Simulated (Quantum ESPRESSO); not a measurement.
**Run report: TiAl, density-of-states run (part 2 of 2)**

The same run, continued: TiAl (Pm-3m, 2 atoms in the cell); Kohn-Sham DFT of a periodic cell, PBEsol, GBRV 1.5 PBEsol, no spin polarisation (Quantum ESPRESSO 7.5); cutoff 612.26 eV, 8×8×8 k-mesh, cold smearing of 0.05 eV. The structure derives from a Materials Project entry.

Geometry of the input (Å; fractional positions):
```
3.1791  0.0000  0.0000
0.0000  3.1791  0.0000
0.0000  0.0000  3.1791
Ti 0.0000  0.0000  0.0000
Al 0.5000  0.5000  0.5000
```

**What the program printed, continued**
```
          k = 0.0000 0.0000 0.2500 (  1117 PWs)   bands (ev):

   -45.2866 -21.6888 -21.5929 -21.5929   3.0275   8.9712  10.3174  12.1158
    12.1158  13.2469  14.0984  17.5132  17.5132

          k = 0.0000 0.0000 0.3750 (  1101 PWs)   bands (ev):

   -45.2812 -21.7502 -21.5873 -21.5873   4.1639   7.4652  10.6481  11.6444
    11.6444  13.3195  14.1821  18.2584  19.0060

          k = 0.0000 0.0000-0.5000 (  1108 PWs)   bands (ev):

   -45.2790 -21.7755 -21.5850 -21.5850   5.3072   6.1312  10.8021  11.4764
    11.4764  13.3500  14.3673  17.9069  20.7917

          k = 0.0000 0.1250 0.1250 (  1109 PWs)   bands (ev):

   -45.2898 -21.6255 -21.6229 -21.5962   2.5458   9.8115   9.9716  12.3238
    12.6658  12.9769  15.1949  15.5828  16.7959

          k = 0.0000 0.1250 0.2500 (  1110 PWs)   bands (ev):

   -45.2844 -21.6858 -21.6181 -21.5906   3.2553   9.1109  10.2093  11.7663
    12.1566  12.9862  14.3677  16.4101  17.9142

          k = 0.0000 0.1250 0.3750 (  1107 PWs)   bands (ev):

   -45.2790 -21.7468 -21.6120 -21.5851   4.3594   7.6377  10.5952  11.4006
    11.7136  13.0733  14.2375  17.3752  19.0774

          k = 0.0000 0.1250-0.5000 (  1118 PWs)   bands (ev):

   -45.2768 -21.7718 -21.6095 -21.5828   5.4178   6.3922  10.8825  11.1372
    11.5517  13.1128  14.3483  17.7500  19.3355

          k = 0.0000 0.2500 0.2500 (  1111 PWs)   bands (ev):

   -45.2791 -21.6812 -21.6759 -21.5852   3.9119   9.3879   9.5632  11.4402
    12.1652  12.5795  14.5004  15.6890  18.8076

          k = 0.0000 0.2500 0.3750 (  1107 PWs)   bands (ev):

   -45.2738 -21.7384 -21.6712 -21.5797   4.9033   8.1112  10.0104  11.2299
    11.8871  12.5730  14.2706  16.2529  18.4455

          k = 0.0000 0.2500-0.5000 (  1104 PWs)   bands (ev):

   -45.2716 -21.7630 -21.6683 -21.5774   5.7219   7.1349  10.3621  10.9759
    11.7444  12.6206  14.2697  17.0513  17.4770

          k = 0.0000 0.3750 0.3750 (  1103 PWs)   bands (ev):

   -45.2685 -21.7313 -21.7287 -21.5743   5.6460   8.5351   9.3277  11.0002
    12.0317  12.2013  14.1788  15.9513  17.2557

          k = 0.0000 0.3750-0.5000 (  1096 PWs)   bands (ev):

   -45.2664 -21.7542 -21.7266 -21.5721   6.1105   8.2350   9.5829  10.6376
    11.9558  12.2056  14.1523  16.3642  16.3790

          k = 0.0000-0.5000-0.5000 (  1092 PWs)   bands (ev):

   -45.2642 -21.7505 -21.7505 -21.5698   6.3168   9.2321   9.2321   9.8840
    12.0500  12.0500  14.1177  16.0681  16.1278

          k = 0.1250 0.1250 0.1250 (  1102 PWs)   bands (ev):

   -45.2876 -21.6242 -21.6204 -21.6204   2.7847   9.9083   9.9083  12.0989
    12.5633  12.5633  15.7132  15.7132  16.0499

          k = 0.1250 0.1250 0.2500 (  1112 PWs)   bands (ev):

   -45.2822 -21.6829 -21.6167 -21.6145   3.4782   9.2402  10.1688  11.7348
    11.8757  12.6603  14.6928  16.6822  16.7518

          k = 0.1250 0.1250 0.3750 (  1107 PWs)   bands (ev):

   -45.2769 -21.7434 -21.6107 -21.6086   4.5501   7.8097  10.5087  11.3127
    11.7256  12.7833  14.3436  17.5293  17.7213

          k = 0.1250 0.1250-0.5000 (  1116 PWs)   bands (ev):

   -45.2747 -21.7683 -21.6081 -21.6061   5.5352   6.6412  10.7762  10.9893
    11.7255  12.8328  14.3639  17.8430  18.6420

          k = 0.1250 0.2500 0.2500 (  1103 PWs)   bands (ev):

   -45.2769 -21.6783 -21.6731 -21.6097   4.1192   9.5441   9.5753  11.5027
    11.7771  12.2890  14.9295  15.8169  17.3774

          k = 0.1250 0.2500 0.3750 (  1108 PWs)   bands (ev):

   -45.2717 -21.7352 -21.6685 -21.6038   5.0821   8.2717   9.9136  11.3073
    11.8385  12.3290  14.4739  16.3188  18.0733

          k = 0.1250 0.2500-0.5000 (  1108 PWs)   bands (ev):

   -45.2695 -21.7596 -21.6656 -21.6014   5.8591   7.3383  10.0765  11.1401
    11.9899  12.3416  14.3454  16.9320  17.8101

          k = 0.1250 0.3750 0.3750 (  1103 PWs)   bands (ev):

   -45.2664 -21.7282 -21.7256 -21.5981   5.8135   8.6784   9.2007  11.0379
    12.0528  12.2747  14.3587  15.8253  17.2467

          k = 0.1250 0.3750-0.5000 (  1096 PWs)   bands (ev):

   -45.2643 -21.7509 -21.7235 -21.5957   6.2775   8.3209   9.3707  10.7719
    12.2375  12.2640  14.2270  15.9950  16.4640

          k = 0.1250-0.5000-0.5000 (  1108 PWs)   bands (ev):

   -45.2621 -21.7473 -21.7473 -21.5933   6.5044   9.0397   9.0397  10.2299
    12.3454  12.3454  14.1271  15.6622  16.0397

          k = 0.2500 0.2500 0.2500 (  1093 PWs)   bands (ev):

   -45.2717 -21.6734 -21.6665 -21.6665   4.7115   9.5801   9.5801  11.1208
    11.8672  11.8672  15.7997  15.7997  16.0654

          k = 0.2500 0.2500 0.3750 (  1110 PWs)   bands (ev):

   -45.2665 -21.7273 -21.6638 -21.6598   5.5835   8.6307   9.5433  11.5226
    11.6431  12.2209  14.8416  15.9878  16.8222

          k = 0.2500 0.2500-0.5000 (  1106 PWs)   bands (ev):

   -45.2643 -21.7513 -21.6610 -21.6570   6.2400   7.8554   9.5148  11.5900
    11.8500  12.4497  14.4369  15.8930  17.8388

          k = 0.2500 0.3750 0.3750 (  1103 PWs)   bands (ev):

   -45.2613 -21.7205 -21.7182 -21.6551   6.2836   8.8558   8.9197  11.3541
    12.2013  12.4430  14.8613  15.0256  16.6369

          k = 0.2500 0.3750-0.5000 (  1092 PWs)   bands (ev):

   -45.2592 -21.7430 -21.7161 -21.6523   6.7453   8.4143   8.9513  11.3648
    12.4248  12.8645  14.3929  14.7214  16.6297

          k = 0.2500-0.5000-0.5000 (  1104 PWs)   bands (ev):

   -45.2570 -21.7395 -21.7395 -21.6496   7.0384   8.6590   8.6590  11.2149
    13.0434  13.0434  14.1497  14.2691  15.8851

          k = 0.3750 0.3750 0.3750 (  1094 PWs)   bands (ev):

   -45.2562 -21.7138 -21.7107 -21.7107   6.9385   8.6659   8.6659  12.1662
    12.6033  12.6033  13.8706  15.6011  15.6011

          k = 0.3750 0.3750-0.5000 (  1092 PWs)   bands (ev):

   -45.2541 -21.7350 -21.7096 -21.7076   7.3791   8.3823   8.5670  12.4906
    12.6680  13.2910  13.5513  14.5147  16.1669

          k = 0.3750-0.5000-0.5000 (  1080 PWs)   bands (ev):

   -45.2519 -21.7317 -21.7317 -21.7055   7.7814   8.3462   8.3462  12.6657
    12.6976  13.8445  13.8445  14.1726  15.3710

          k =-0.5000-0.5000-0.5000 (  1088 PWs)   bands (ev):

   -45.2498 -21.7285 -21.7285 -21.7285   8.2294   8.2294   8.2294  11.9372
    14.1820  14.1820  14.2733  14.2733  14.2733

     the Fermi energy is    11.3448 ev

!    total energy              =    -125.84846491 Ry
     estimated scf accuracy    <          1.3E-11 Ry
     smearing contrib. (-TS)   =      -0.00008671 Ry
     internal energy E=F+TS    =    -125.84837819 Ry

     The total energy is F=E-TS. E is the sum of the following terms:
     one-electron contribution =     -53.38957383 Ry
     hartree contribution      =      31.61353522 Ry
     xc contribution           =     -22.20118386 Ry
     ewald contribution        =     -81.87115572 Ry

     convergence has been achieved in  11 iterations

     negative rho (up, down):  5.215E-04 0.000E+00

     Forces acting on atoms (cartesian axes, Ry/au):

     atom    1 type  1   force =     0.00000000    0.00000000    0.00000000
     atom    2 type  2   force =     0.00000000    0.00000000    0.00000000

     Total force =     0.000000     Total SCF correction =     0.000000

     Computing stress (Cartesian axis) and pressure

     negative rho (up, down):  5.215E-04 0.000E+00
          total   stress  (Ry/bohr**3)                   (kbar)     P=      -26.41
  -0.00017953   0.00000000   0.00000000          -26.41        0.00        0.00
   0.00000000  -0.00017953   0.00000000            0.00      -26.41        0.00
   0.00000000   0.00000000  -0.00017953            0.00        0.00      -26.41

=------------------------------------------------------------------------------=
   JOB DONE.
=------------------------------------------------------------------------------=
```

**File dos.out**
```
This program is part of the open-source Quantum ESPRESSO suite
     for quantum simulation of materials; please cite
         "P. Giannozzi et al., J. Phys.:Condens. Matter 21 395502 (2009);
         "P. Giannozzi et al., J. Phys.:Condens. Matter 29 465901 (2017);
         "P. Giannozzi et al., J. Chem. Phys. 152 154105 (2020);
          URL
     in publications or presentations arising from this work. More details at

     ./tmp/pwscf.save/

     IMPORTANT: XC functional enforced from input :
     Exchange-correlation= PBESOL
                           (   1   4  10   8   0   0   0)
     Any further DFT definition will be discarded
     Please, verify this is what you really want

     G-vector sticks info
     --------------------
     sticks:   dense  smooth     PW     G-vecs:    dense   smooth      PW
     Sum        1041     517    169                25173     8829    1575

     Using Slab Decomposition

     Check: negative core charge=   -0.000007

     negative rho (up, down):  5.215E-04 0.000E+00

     Optimized tetrahedron method used

     [opt_tetra]  Optimized tetrahedron method is used.

=------------------------------------------------------------------------------=
   JOB DONE.
=------------------------------------------------------------------------------=
```

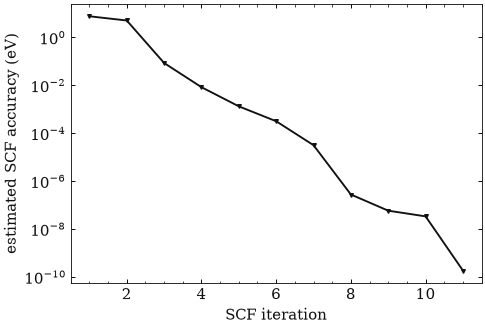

**Figure 1.** Convergence of the self-consistent field: estimated SCF accuracy against the iteration. The field takes 11 iterations in all.

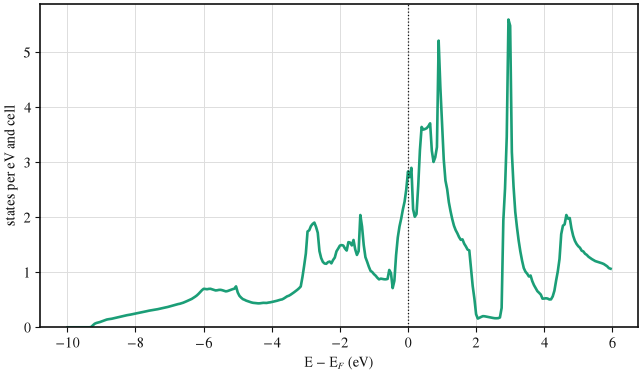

**Figure 2.** Density of states from the levels on the mesh of the run, whose fine structure reflects that mesh, with energies from the Fermi level of the run. At the top of the window the curve may fall because the computed bands end.

**Summary**

- outcome: converged
- space group (tolerance 0.01 Å): Pm-3m (221)
- electrons treated: 15
- free energy: −1712.2556 eV
- Fermi energy: 11.345 eV
- gap on the k-point mesh: none (metallic)
- pressure: −2.64 GPa
- largest force (length of the vector): under 0.001 eV/Å
- wall time: 18 s
- peak memory: 0.13 GiB

**Notes**

Notes on the run: negative rho.
